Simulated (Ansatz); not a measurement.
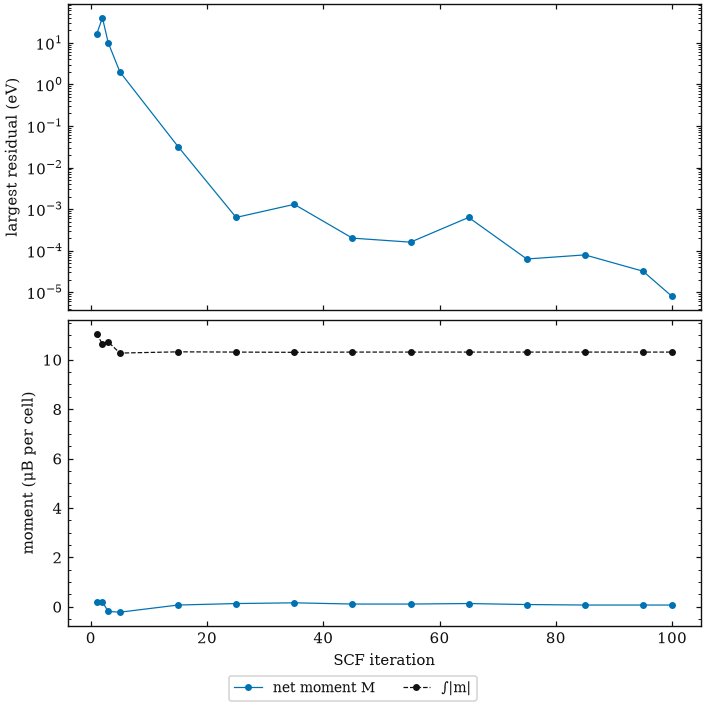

The plot shows the SCF iterations of a calculation: largest residual, magnetic moments. Only some iterations were kept.

Program: Ansatz.

```
crystal:
  lattice:
    - [6.195205524, 0.0, 0.0]
    - [0.0, 6.195205524, 0.0]
    - [0.0, 0.0, 3.097602762]
  atoms:
    - { symbol: Fe, position: [0.00545098, -0.003411765, 0.024196078], spin: 4 }
    - { symbol: Al, position: [0.254196078, 0.252941176, 0.527882353] }
    - { symbol: Fe, position: [-0.008745098, 0.506784314, 0.028901961], spin: -4 }
    - { symbol: Al, position: [0.254901961, 0.753254902, 0.518705882] }
    - { symbol: Fe, position: [0.509215686, 0.004588235, 0.027568627], spin: -4 }
    - { symbol: Al, position: [0.745647059, 0.246352941, 0.529294118] }
    - { symbol: Fe, position: [0.495882353, 0.495568627, 0.013137255], spin: 4 }
    - { symbol: Al, position: [0.740392157, 0.750431373, 0.525843137] }
hamiltonian:
  xc: pbe
  pseudopotentials: { kind: nc }
kpoints:
  mp_grid: { grid: [1, 1, 1], shift: [0, 0, 0] }
magnetization:
  spin_polarized: true
scf:
  occupations: { method: fermi_dirac }
  lower_state_search: standard
```

**Did the calculation converge?**

It did not converge: it stopped after 100 iterations. The residual is still falling at the last step (down to 8 × 10⁻⁶).

**What is the residual at the start and at the end?**

It starts near 20 and ends near 8 × 10⁻⁶ eV.

**What happens to the magnetisation?**

The net moment goes from 0.19 to 0.07 μB per cell, though in an unconverged run this needn't be final.
